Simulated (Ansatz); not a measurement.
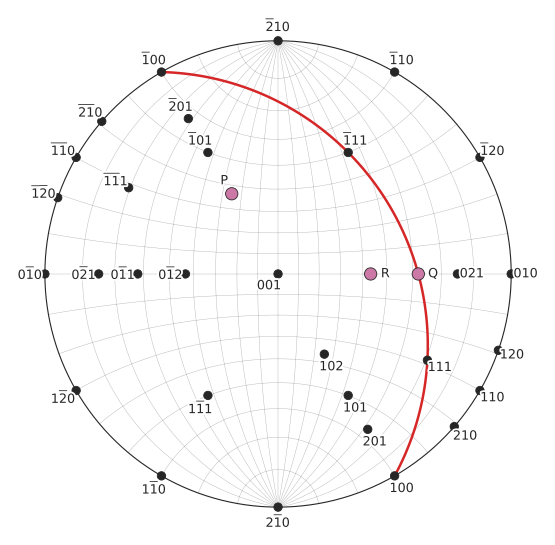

Stereographic projection of plane normals (upper hemisphere) centred on (0 0 1). Crystal: Rb, coordinates from a relaxation at fixed volume with DFT r2SCAN, scalar-relativistic, plane waves, PAW (Ansatz 0.2.0); the starting structure was generated, so it need not be a known form of this composition. The drawing is computed from the coordinates (standard cell, symmetry found to 0.002 Å).

a = 4.986 Å, b = 4.986 Å, c = 8.144 Å, α = 90.00°, β = 90.00°, γ = 120.00°.

> Index the poles marked P, Q, R.

P is (−1 0 2), in four indices (−1 0 1 2), 43.3° from the centre; Q is (0 1 1), in four indices (0 1 −1 1), 62.1° from the centre; R is (0 1 2), in four indices (0 1 −1 2), 43.3° from the centre.

> Which zone does the coloured great circle trace?

The zone [0 1 −1]: its poles satisfy k − l = 0.

> What is the angle between the normals of (−1 1 1) and (−2 0 1), and what are their d_hkl = 1/|g|?

56.8°; d = 3.815 Å and 2.087 Å.
